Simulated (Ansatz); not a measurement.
**Mg5O6: single-point calculation (part 1 of 2)**

System: Mg5O6 (slab, 11 atoms in the cell).
Method: DFT r2SCAN, scalar-relativistic, plane waves, PAW, no spin polarisation (Ansatz 0.2.0).

The structure derives from an entry of the Crystallography Open Database. It belongs to a series of runs on one base structure; here: (1 1 1) slab cut from the bulk.

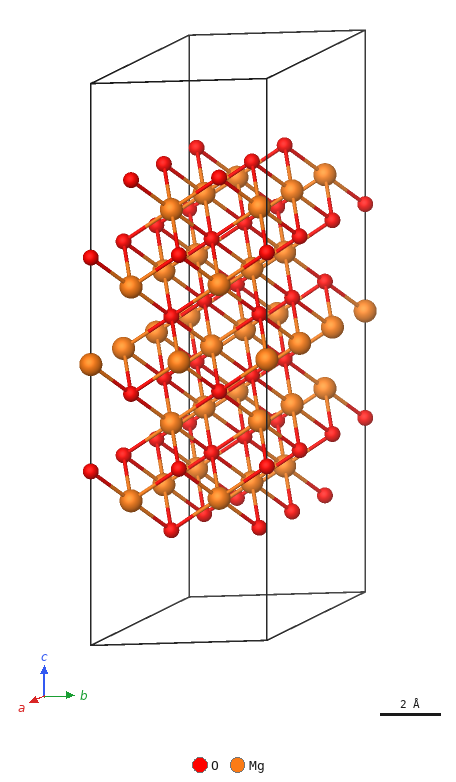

*The structure as given in the input (ball-and-stick view of the 3 × 2 repeat of the cell, with the vacuum cut short, seen slightly off an axis).*

### The input
```yaml
crystal:
  lattice:
    - [2.9728306127, 0.0, 0.0]
    - [-1.4864153063, 2.5745468317, 0.0]
    - [0.0, 0.0, 27.1365301546]
  atoms:
    - { symbol: O, position: [0.3333333333, 0.6666666667, 0.2763802136] }
    - { symbol: Mg, position: [0.6666666667, 0.3333333333, 0.3211041709] }
    - { symbol: O, position: [0.0, 0.0, 0.3658281281] }
    - { symbol: Mg, position: [0.3333333333, 0.6666666667, 0.4105520854] }
    - { symbol: O, position: [0.6666666667, 0.3333333333, 0.4552760427] }
    - { symbol: Mg, position: [0.0, 0.0, 0.5] }
    - { symbol: O, position: [0.3333333333, 0.6666666667, 0.5447239573] }
    - { symbol: Mg, position: [0.6666666667, 0.3333333333, 0.5894479146] }
    - { symbol: O, position: [0.0, 0.0, 0.6341718719] }
    - { symbol: Mg, position: [0.3333333333, 0.6666666667, 0.6788958291] }
    - { symbol: O, position: [0.6666666667, 0.3333333333, 0.7236197864] }
basis:
  ecutwfc: 500
kpoints:
  mp_grid: { grid: [9, 9, 1] }
hamiltonian:
  xc: r2scan
scf:
  occupations: { method: gaussian, width: 0.05 }
output:
  forces: true
  stress: true
  eigenvalues: true
  write_density: true
  write_potential: true
  elf: true
  volumetric_format: npy
efield:
  axis: 3
  dipole_correction: true
  ramp_width: 0.04
```

Launch command:
```bash
ansatz run input.yaml --threads 1 --pin off --max-ram 2560MiB --backend cpu --events-out ev --progress --plain --runs-dir out
```

### The program's output
```
Engine: ansatz 0.2.0, x86_64-unknown-linux-gnu
Pseudopotentials: kind: paw
Pseudopotential: O, paw, valence charge 6, recommended cutoff 500 eV (meta_gga), O.paw.azcp
Pseudopotential: Mg, paw, valence charge 10, recommended cutoff 500 eV (meta_gga), Mg.paw.azcp
Functional definition: r2SCAN
  parameter k0 = 0.174
  parameter k1 = 0.065
  parameter a1 = 4.9479
  exchange = r2scan_x(k0 = k0, k1 = k1, a1 = a1)
  correlation = r2scan_c
Crystal: 11 atoms, lattice volume = 207.695 Å³
Basis set: ecut = 500 eV, 5355 PW (Γ), exchange–correlation on 96×96×800 points (64 copies of the dense FFT grid, shifted against one another)
Bands: 54, of which v1, the nominal top of the filled ones, is band 43 counted from 1 (42 counted from 0)
Symmetry: 6 space group operations
k-points: 12 of 81 (time reversal used)
Non-local potential: O, projectors of the file, l = 0: 2, l = 1: 2, l = 2: 1
Non-local potential: Mg, projectors of the file, l = 0: 3, l = 1: 2, l = 2: 1
PAW form: soft (Blöchl's): semilocal exchange-correlation on the pseudo side does not see the compensation charge
PAW frozen core: O, regenerated for the run's functional (the file was generated under x = pbe(κ = 0.804, μ = 0.2195149727645171), c = pbe(β = 0.06672455060314922))
PAW frozen core: Mg, regenerated for the run's functional (the file was generated under x = pbe(κ = 0.804, μ = 0.2195149727645171), c = pbe(β = 0.06672455060314922))
PAW one-centre angular grid: O, 302 points (default); XC on 160 Gauss nodes
PAW one-centre angular grid: Mg, 302 points (default); XC on 224 Gauss nodes
Initial density: superposition of atomic densities (neutral atoms: chi_scale 0, normalization atom), corrected by the library's trained network
Initial wavefunctions: pseudopotential atomic-orbital guess
Functional: x = r2scan, c = r2scan; τ floored in thin density (d = 2e-4 eV/Å³)
SCF iter   1: F=—  HF=-13052.459627 eV  |F-HF|=—  |Δ(HF+E_count)|=         —  Δρ=1.22e-2  dr2=4.14e-1  dr2_τ=3.43e-1  ethr=1.77e-3  p=0.000 e·Å  D=8.28e-15 V/Å  ΔV_dip=-0.00 eV  dr2_dipole=3.84e-6  V_vac-E_F(+/−)=10.32/10.32 eV  ⟨swp⟩=11.1  Hψ=3583  notcnv=0  defer=25
efield: sawtooth ramp at fractional position 0.9800 (placed from the atoms, in the widest stretch of the axis that holds none; the zero of the levels goes with the place), width 0.0400; the density the first Hamiltonian is built on has a dipole p = 0.000 e·Å; the dipole correction subtracts the counter field D = 8.28e-15 V/Å, which shifts the + side's vacuum level by -0.00 eV against the − side's; the planar-averaged density in the ramp window peaks in size at 2.1e-5 e/Å³
preconditioner: auto → LDOS  [metal: Δε(μ)=0.047 eV  Ē_g=16.038 eV  σ=0.050 eV  W_gap=0.47  n_scr=20 (ndim 8)  ℏωp=17.5 eV  f_vac=0.472  D(μ)=8.65/eV (n_scr^D=88)  β→1.0]
SCF iter   2: F=—  HF=-13052.854343 eV  |F-HF|=—  |Δ(HF+E_count)|=   3.95e-1  Δρ=1.99e-2  dr2=3.85e0  dr2_τ=7.37e-2  ethr=4.82e-4  p=0.000 e·Å  D=1.18e-5 V/Å  ΔV_dip=-0.00 eV  dr2_dipole=3.64e-4  V_vac-E_F(+/−)=10.38/10.38 eV  ⟨swp⟩=4.1  Hψ=1455  notcnv=0  defer=75  recentre
SCF iter   3: F=—  HF=-13052.824926 eV  |F-HF|=—  |Δ(HF+E_count)|=   2.94e-2  Δρ=9.02e-3  dr2=3.08e-1  dr2_τ=2.99e-3  ethr=4.82e-4  p=-0.000 e·Å  D=-8.54e-6 V/Å  ΔV_dip=0.00 eV  dr2_dipole=1.25e-5  V_vac-E_F(+/−)=10.38/10.38 eV  ⟨swp⟩=3.1  Hψ=1066  notcnv=0  defer=57
SCF iter   4: F=—  HF=-13052.806216 eV  |F-HF|=—  |Δ(HF+E_count)|=   1.87e-2  Δρ=5.12e-3  dr2=1.86e-1  dr2_τ=4.48e-3  ethr=3.58e-4  p=-0.000 e·Å  D=-3.25e-5 V/Å  ΔV_dip=0.00 eV  dr2_dipole=6.07e-5  V_vac-E_F(+/−)=10.46/10.45 eV  ⟨swp⟩=2.5  Hψ=937  notcnv=0  defer=57
SCF iter   5: F=—  HF=-13052.781165 eV  |F-HF|=—  |Δ(HF+E_count)|=   2.51e-2  Δρ=3.52e-3  dr2=1.04e-1  dr2_τ=1.50e-3  ethr=2.16e-4  p=-0.000 e·Å  D=-2.10e-5 V/Å  ΔV_dip=0.00 eV  dr2_dipole=1.85e-5  V_vac-E_F(+/−)=10.46/10.46 eV  ⟨swp⟩=2.6  Hψ=830  notcnv=0  defer=57
SCF iter   6: F=—  HF=-13052.770169 eV  |F-HF|=—  |Δ(HF+E_count)|=   1.10e-2  Δρ=2.46e-3  dr2=5.21e-2  dr2_τ=7.07e-4  ethr=1.21e-4  p=-0.000 e·Å  D=-1.08e-5 V/Å  ΔV_dip=0.00 eV  dr2_dipole=1.18e-6  V_vac-E_F(+/−)=10.47/10.47 eV  ⟨swp⟩=2.0  Hψ=826  notcnv=0  defer=63
SCF iter   7: F=—  HF=-13052.764082 eV  |F-HF|=—  |Δ(HF+E_count)|=   6.09e-3  Δρ=1.64e-3  dr2=2.06e-2  dr2_τ=3.06e-4  ethr=6.06e-5  p=0.000 e·Å  D=2.81e-7 V/Å  ΔV_dip=-0.00 eV  dr2_dipole=2.76e-6  V_vac-E_F(+/−)=10.46/10.46 eV  ⟨swp⟩=2.0  Hψ=743  notcnv=0  defer=63
SCF iter   8: F=—  HF=-13052.761365 eV  |F-HF|=—  |Δ(HF+E_count)|=   2.72e-3  Δρ=1.10e-3  dr2=2.70e-3  dr2_τ=8.06e-5  ethr=2.39e-5  p=0.000 e·Å  D=7.48e-6 V/Å  ΔV_dip=-0.00 eV  dr2_dipole=1.10e-5  V_vac-E_F(+/−)=10.46/10.46 eV  ⟨swp⟩=2.2  Hψ=799  notcnv=0  defer=63
SCF iter   9: F=—  HF=-13052.764619 eV  |F-HF|=—  |Δ(HF+E_count)|=   3.25e-3  Δρ=2.71e-3  dr2=2.61e-2  dr2_τ=5.13e-4  ethr=3.14e-6  p=-0.000 e·Å  D=-1.73e-5 V/Å  ΔV_dip=0.00 eV  dr2_dipole=4.65e-6  V_vac-E_F(+/−)=10.45/10.45 eV  ⟨swp⟩=2.2  Hψ=1062  notcnv=0  defer=64  recentre
SCF iter  10: F=—  HF=-13052.762009 eV  |F-HF|=—  |Δ(HF+E_count)|=   2.61e-3  Δρ=1.44e-3  dr2=6.51e-3  dr2_τ=1.40e-4  ethr=3.14e-6  p=-0.000 e·Å  D=-9.64e-6 V/Å  ΔV_dip=0.00 eV  dr2_dipole=3.25e-6  V_vac-E_F(+/−)=10.45/10.45 eV  ⟨swp⟩=2.0  Hψ=749  notcnv=0  defer=64
SCF iter  11: F=—  HF=-13052.761463 eV  |F-HF|=—  |Δ(HF+E_count)|=   5.46e-4  Δρ=5.85e-4  dr2=9.72e-4  dr2_τ=1.62e-5  ethr=3.14e-6  p=-0.000 e·Å  D=-4.22e-6 V/Å  ΔV_dip=0.00 eV  dr2_dipole=1.01e-6  V_vac-E_F(+/−)=10.45/10.45 eV  ⟨swp⟩=1.1  Hψ=605  notcnv=0  defer=64
SCF iter  12: F=—  HF=-13052.761493 eV  |F-HF|=—  |Δ(HF+E_count)|=   2.93e-5  Δρ=5.20e-4  dr2=6.80e-4  dr2_τ=1.20e-5  ethr=1.13e-6  p=-0.000 e·Å  D=-2.81e-6 V/Å  ΔV_dip=0.00 eV  dr2_dipole=1.88e-7  V_vac-E_F(+/−)=10.45/10.45 eV  ⟨swp⟩=1.5  Hψ=619  notcnv=0  defer=64
SCF iter  13: F=—  HF=-13052.761460 eV  |F-HF|=—  |Δ(HF+E_count)|=   3.28e-5  Δρ=6.10e-5  dr2=1.41e-5  dr2_τ=1.17e-6  ethr=7.90e-7  p=0.000 e·Å  D=1.58e-6 V/Å  ΔV_dip=-0.00 eV  dr2_dipole=1.69e-7  V_vac-E_F(+/−)=10.45/10.45 eV  ⟨swp⟩=2.0  Hψ=697  notcnv=0  defer=64
SCF iter  14: F=—  HF=-13052.761267 eV  |F-HF|=—  |Δ(HF+E_count)|=   1.93e-4  Δρ=4.28e-5  dr2=6.09e-6  dr2_τ=1.31e-7  ethr=1.63e-8  p=0.000 e·Å  D=5.13e-7 V/Å  ΔV_dip=-0.00 eV  dr2_dipole=1.08e-8  V_vac-E_F(+/−)=10.45/10.45 eV  ⟨swp⟩=2.2  Hψ=863  notcnv=0  defer=64
SCF iter  15: F=—  HF=-13052.761267 eV  |F-HF|=—  |Δ(HF+E_count)|=   3.26e-7  Δρ=7.48e-6  dr2=1.44e-7  dr2_τ=8.58e-9  ethr=7.08e-9  p=0.000 e·Å  D=2.17e-7 V/Å  ΔV_dip=-0.00 eV  dr2_dipole=1.16e-8  V_vac-E_F(+/−)=10.45/10.45 eV  ⟨swp⟩=1.4  Hψ=625  notcnv=0  defer=64
SCF iter  16: F=-13052.761267 eV  HF=-13052.761267 eV  |F-HF|=5.16e-9  |Δ(HF+E_count)|=   6.40e-8  Δρ=3.46e-6  dr2=2.18e-8  dr2_τ=1.59e-9  ethr=1.16e-10  p=0.000 e·Å  D=1.97e-7 V/Å  ΔV_dip=-0.00 eV  dr2_dipole=1.22e-11  V_vac-E_F(+/−)=10.45/10.45 eV  ⟨swp⟩=22.8  Hψ=5715  notcnv=0
SCF 1 converged in 16 iterations: F = -13052.761267 eV  dr2 = 2.18e-8
  greatest PAW one-centre occupation: 1.000 electrons in one spin orbital (limit 2), on the Mg atom at site 7 (counted from 0), in its partial waves of l = 0
```

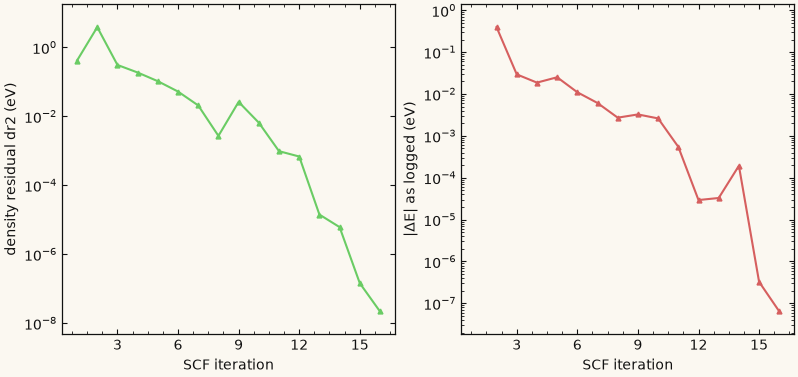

*Convergence of the self-consistent field: density residual dr2 and size of the energy change against the SCF iteration.*

The residual falls unevenly and jumps up by a factor of two or more 2 times on the way down.

```
WARN: The output density's exchange-correlation potential varies sharply where the density is thin. Do not read a vacuum level from v_tot or v_xc, or from such a field of the output density. On a cell that repeats whose density bears no net charge and no dipole along the vacuum's axis use v_es (v_loc + v_h of the components); under efield.dipole_correction with no amplitude use v_es + v_field, which holds any external_charges[].barrier, or the levels of the report's work_function block, which leave it out; under a non-zero efield.amplitude the vacuum is tilted and has no level; on a cell that repeats and bears such a dipole with no correction it is tilted too, and efield.dipole_correction with no amplitude gives each side of its ramp a level where efield: is served; in a cell that repeats whose density bears a net charge (total_charge, or a fill off its count) it is curved and has none; of a slab under crystal.periodic whose density bears no net charge use v_es, which has a level on each side, short of where the two are joined; of another it falls or rises all the way out and has none; of a slab beside external_charges read slab_vacuum_level instead, which it has where they leave it neutral. The grid or the basis barely resolves most such structure, and the values can differ between equally converged runs; as a rule a tighter scf.convergence.dr2_threshold does not remove it. Where the density itself ripples (under the LDA too) a higher basis.ecutwfc lessens it. The files hold the spikes' plane waves up to the density's cutoff. Files: v_tot_of_output_density and the like, and their columns of v_z.tsv (output.write_potential); v_xc_of_output_density and the like, and their columns of v_comp_z.tsv (output.write_potential_components). Measured: with its Gaussian average of σ = 0.25 Å subtracted twice, the exchange-correlation potential is over 0.1 eV at 5702 of the grid points where the equally averaged density (valence and model cores) is under 1e-3 e/Å³, and 0.463 eV at the most among them, at an averaged density of 4.5e-9 e/Å³. The input density's (outcome.potential() and, of a run that writes arrays, v_tot and v_xc) is over 0.1 eV, so measured, at 122 points of its own thin density, 0.251 eV at the most. See output.write_potential in the manual, Limitations
SCF converged after 16 iterations
Free energy (F): -13052.761267 eV
Harris-Foulkes:  -13052.761267 eV  (|F-HF|=5.16e-9)
Internal energy: -13052.747724 eV  (E = F + TS)
E sigma→0 (E₀):  -13052.754496 eV
Entropy (-TS):   -0.013543 eV (-1.231 meV/atom)
Fermi energy:    -1.661896 eV
Dipole field:    D = -0.000004 V/Å  (p = -0.000005 e·Å, saw-weighted, corrected)
```
